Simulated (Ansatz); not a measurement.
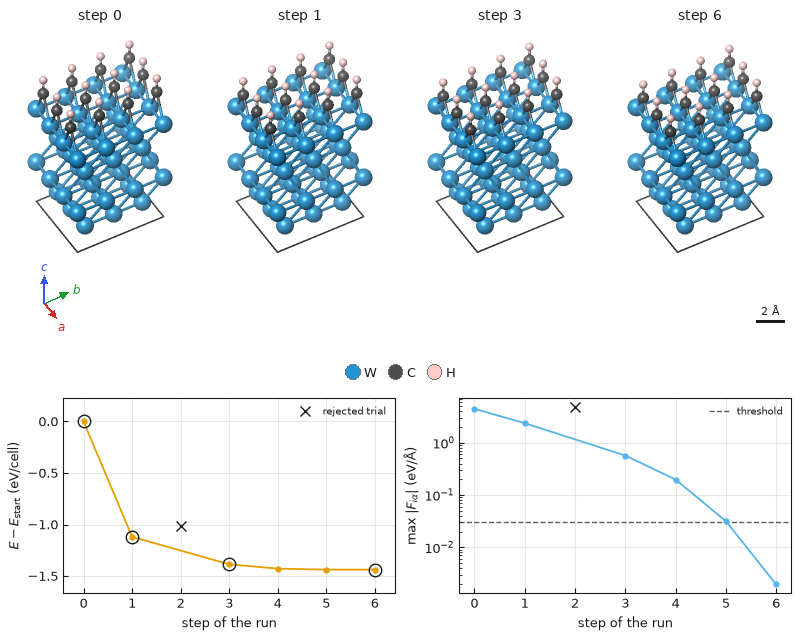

Frames of a constrained relaxation of a slab of composition HW4C (cut from the Im-3m phase), marked on the history of the run. Style: ball-and-stick. Shown: the 3 × 3 repeat of the cell, outlined in the plane, without the vacuum, from a free direction.

Case: CH put at a bridge W-W site. The slab is the (1 1 0) face of W with CH on it. 2 atoms are held fixed.

Level of theory: Ansatz, DFT PBEsol, scalar-relativistic, plane waves, PAW. Settings: plane-wave cutoff 420 eV; k-point mesh 11 × 11 × 1; occupations gaussian; smearing width 0.1 eV; no spin polarisation; dipole correction; atoms relaxed in a fixed cell; force threshold 0.03 eV/Å; at most 70 steps.

What happens along the run?

After 5 accepted moves (6 points after the start) the energy has fallen by 1.438 eV per cell of the calculation. Largest force component: 4.5 eV/Å at the start, 0.0019 eV/Å at the end. The line search rejected the trial step at point 2 of the run. The largest moves, 0.36 Å, are those of C and H atoms. By element the largest moves are C 0.36 Å, H 0.36 Å, W 0.12 Å. The lattice vectors keep their values. Among the contacts that change: C–W 2.389 → 2.017 Å, W–W 2.666 → 2.761 Å, W–W 3.097 → 3.179 Å. Among the angles between lasting bonds that change: W–C–W 69.7° → 85.2°, W–C–H 145.1° → 137.4°. From step 0 to 1: a W atom moves most (0.20 Å), energy −1.120 eV per cell of the calculation. From step 1 to 3: C and H atoms move most (0.09 Å), energy −0.266 eV per cell of the calculation. From step 3 to 6: the H atom moves most (0.17 Å), energy −51.8 meV per cell of the calculation.

| step | E − E(0), meV/atom | largest force component, eV/Å | note |
| --- | --- | --- | --- |
| 0 | 0.00 | 4.4540 |  |
| 1 | -186.59 | 2.3691 |  |
| 2 | -168.63 | 4.9065 | rejected |
| 3 | -231.00 | 0.5694 |  |
| 4 | -238.02 | 0.1975 |  |
| 5 | -239.62 | 0.0316 |  |
| 6 | -239.63 | 0.0019 |  |

Limits of the set-up: the periodic images lie only 2.7 Å apart, so the values are limited by the cell's size.
